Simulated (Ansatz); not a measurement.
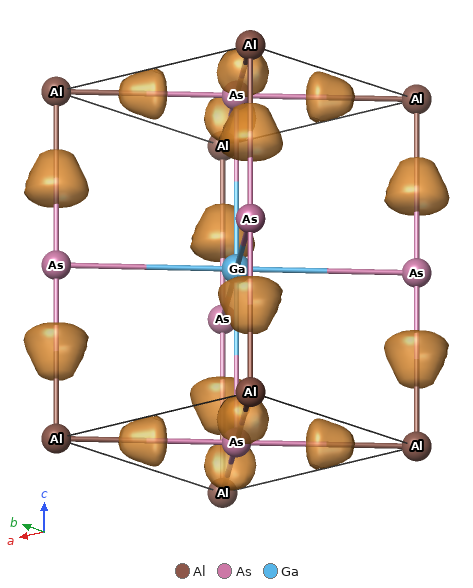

*AlGaAs2. Isosurface of the ELF at 0.75 (orange), seen at an oblique angle. Only the valence region is drawn (cores and ρ < 0.01 e/Å³ removed). Sticks mark near contacts.*

Space group P4/mmm; started from the ordered alloy on rocksalt lattice prototype, which need not be the ambient phase.

Theory: DFT, HSE06, plane waves, PAW (Ansatz 0.2.0).

Core electrons are frozen (PAW), and the valence fields are smoothed inside the atomic spheres.

Q: What do the ELF domains correspond to?

A: The ELF exceeds this value in six regions between bonded Al–As atoms (shared pairs), counted in one cell of 4 atoms. Any copies at cell faces, edges or corners count once. Along the contacts the grid gives the following. Al–As (2.65 Å): the ELF peaks at about 0.80 between the atoms. Ga–As (2.65 Å): the ELF peaks at about 0.65 in the valence shell of As, 1.1 Å from its nucleus, and is about 0.60 at the midpoint.
